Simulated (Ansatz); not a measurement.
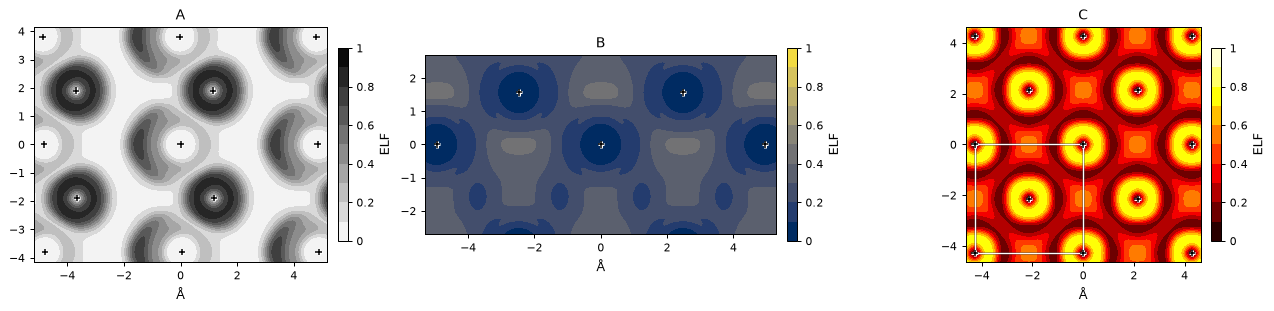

The electron localisation function of 3 systems, each on a plane through atoms (crosses mark nuclei in the plane).

Level of theory: Ansatz, DFT, PBEsol, PAW with Ansatz's default frozen-core files, scalar-relativistic.

System 1: SnO, the (11̄0) plane of the conventional cell. Space group C2/m; changed on purpose from its base cell (equal xy, yz and zx shear strains of -1 %, PAW files).

System 2: Nb, the (001) plane of the conventional cell. Space group Fm-3m; computed pressure about −12 GPa in this cell; computed without spin polarisation.

```
Nb
1.0
     4.28566    0.00000    0.00000
     0.00000    4.28566    0.00000
     0.00000    0.00000    4.28566
Nb
4
Cartesian
  0.0000 0.0000 0.0000
  2.1428 2.1428 0.0000
  2.1428 0.0000 2.1428
  0.0000 2.1428 2.1428
```

System 3: Zn, the (110) plane of the conventional cell. Space group P6₃/mmc; changed on purpose from its base cell (equal xx and yy strain of +2 %, PAW files); computed pressure about −8 GPa in this cell.

```yaml
crystal:
  lattice:
    - [2.71809, 0.00000, 0.00000]
    - [-1.35905, 2.35394, 0.00000]
    - [0.00000, 0.00000, 4.94670]
  atoms:
    - { symbol: Zn, position: [0.33333, 0.66667, 0.25000] }
    - { symbol: Zn, position: [0.66667, 0.33333, 0.75000] }
```

Q: Which map belongs to which system?

A: Panel A is system 1, SnO: the plane holds Sn and O. Sn–O (2.21 Å): the ELF peaks at about 0.85 in the valence shell of O, 0.6 Å from its nucleus, and is about 0.20 at the midpoint: no localised pair shows between them. Panel B is system 3, Zn: the plane holds Zn. Zn–Zn (2.93 Å): the ELF is about 0.25 at the midpoint: no shared electron pair shows on this line. Panel C is system 2, Nb: the plane holds Nb. Nb–Nb (3.03 Å): the ELF is about 0.25 at the midpoint; no shared electron pair shows on this line.
